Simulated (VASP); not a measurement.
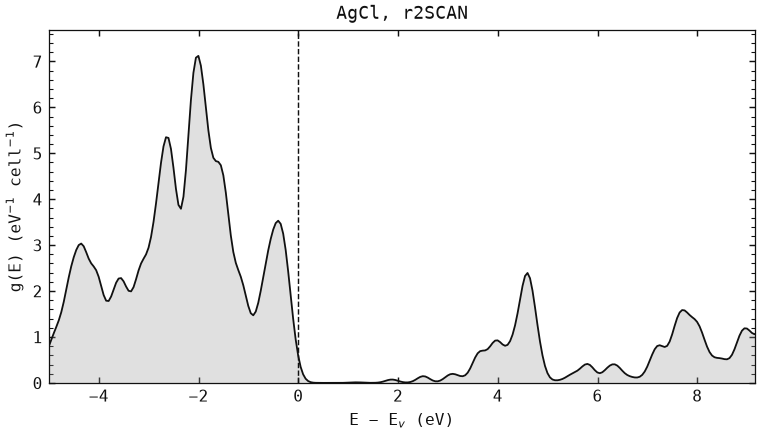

Density of states. Energies are counted from the top of the valence band. The curve is built from the levels of the k mesh with Gaussians 0.3 eV wide, which also blur the band edges.

System: AgCl, space group P4/mmm (No. 123), 2 atoms in the cell, CsCl type, epitaxial (xy) strain −1.5%; a = 3.34 Å, b = 3.34 Å, c = 3.44 Å, α = 90.00°, β = 90.00°, γ = 90.00°.

Method: DFT, r2SCAN, plane waves, PAW, 8×8×8 k mesh, 520 eV cutoff, Gaussian smearing of 0.01 eV (VASP 6.6.1).

Is there a gap at the Fermi level, and how wide?

Answer. There is a gap; over the k points computed it is 1.17 eV (indirect; the smallest direct gap is 2.83 eV).

Where is the tallest peak of the filled states in the window?

Answer. Within the window shown, the tallest peak of the filled states lies 2.0 eV under the valence-band top, at about 7.1 states per eV and cell.
